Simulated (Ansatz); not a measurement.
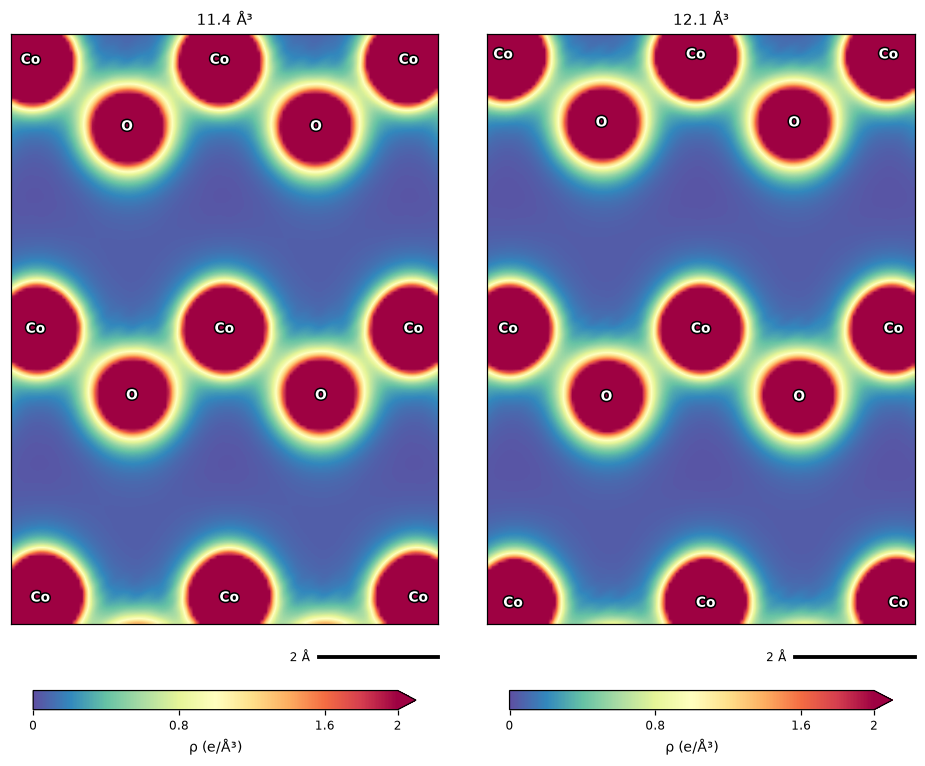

CoO. The valence pseudo-density of cells scaled evenly to different volumes (given per atom above each panel), on the (11̄0) plane of each (indices in the axes of the cell below), at one length scale and on one colour scale.

A structure from a database of computed crystals, not necessarily the ambient phase; spin-polarised.

Method: Kohn-Sham DFT of a periodic cell, PBE, Ansatz PAW in Ansatz 0.2.0.

The largest cell:

```
Co O
1.0
     1.63364    0.94318    2.61681
    -1.63364    0.94318    2.61681
     0.00000   -1.88637    2.61681
Co O
1 1
Direct
  0.99898 0.99898 0.99898
  0.75102 0.75102 0.75102
```

| volume (Å³/atom) | Co–O contact in the plane (Å) | ρ at its midpoint (e/Å³) | pressure (GPa) | largest moment (μB) | 
| --- | --- | --- | --- | --- |
| 11.41 | 1.909 | 0.731 | −0.1 | 2.20 | 
| 11.64 | 1.922 | ? | ? | ? | 
| 12.10 | 1.947 | 0.668 | −6.5 | 2.33 | 

> Estimate the missing row, and compare with the calculation.

Over the known rows ln ρ falls by 2.37 per Å of Co–O distance (the line through the two), which gives 0.709 e/Å³ at 1.922 Å; the calculation gives 0.708 e/Å³. For the pressure, a straight line in volume between the neighbouring rows gives −2.2 GPa; the calculation gives −2.4. For the largest moment, a straight line in volume between the neighbouring rows gives 2.24 μB; the calculation gives 2.25.
